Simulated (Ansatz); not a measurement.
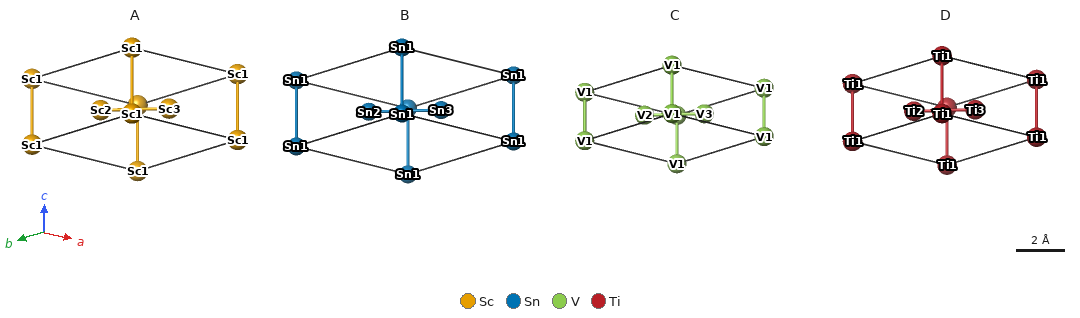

One structure type (space group P6/mmm for the parent) with different elements on its sites, each relaxed in cell and atoms to zero pressure (within 0.1 GPa). A ball-and-stick model of the cell of the calculation, seen from a free direction.

Computed with DFT PBEsol, scalar-relativistic, plane waves, PAW (Ansatz 0.2.0). Settings: plane-wave cutoff 420 eV; occupations gaussian; smearing width 0.1 eV; no spin polarisation. The k-mesh is chosen for each cell (12×12×14, 12×12×18).

> Give the formulas, and rank the crystals by volume per atom, smallest first.

C = V (13.1 Å³), D = Ti (16.5 Å³), A = Sc (23.5 Å³), B = Sn (26.3 Å³).
